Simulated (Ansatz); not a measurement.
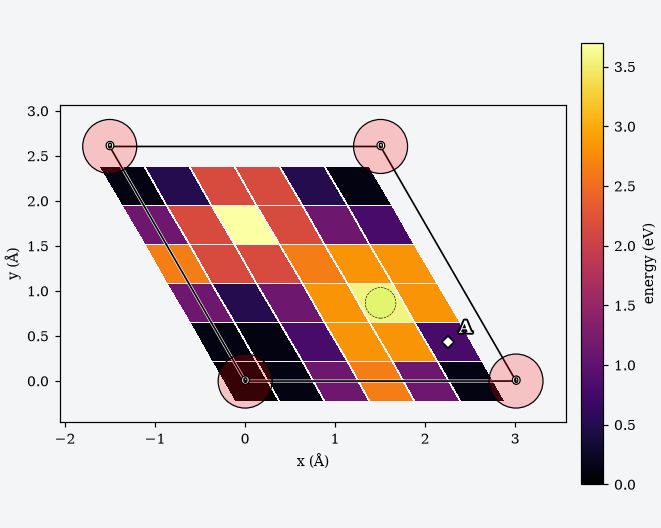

H on a MgO(111) slab cut from the Fm-3m phase, its upper half relaxed before the scan (7 atoms of substrate and one adsorbate in a 1 × 1 cell). H is moved over the surface cell; relaxed at each place: the height of the adsorbate's atoms; substrate rigid; the origin of the map has the adsorbate above O7. Places are given modulo a cell vector. The map is drawn in real space over the plane of the surface. The grid has 6 × 6 points; 10 points were computed and 26 follow by symmetry. Energies are in eV, from the lowest grid point. At some places the adsorbate sinks to or below the level of the top layer. With one adsorbate in each 1 × 1 cell, its nearest image is 3.0 Å away, so neighbouring adsorbates interact. All numbers below come from DFT PBE, scalar-relativistic, plane waves, PAW (Ansatz). Settings: cutoff 420 eV, k-mesh 9×9×1, gaussian smearing 0.05 eV, spin-polarised.

In the figure: one coloured cell a grid point, labelled circles for the atoms of the top layer and small ones for the second layer, the outline of one cell of the plane, the point A.

Q: Which way does the force act at A, and how strong is it?

A: A, at (5/6, 1/6) of the cell vectors, is not a stationary point. The computed force is 3.7 eV/Å in the plane, pointing down and right in the picture (components 3.2 and −1.8 eV/Å).

PAW datasets: the set soft_1.
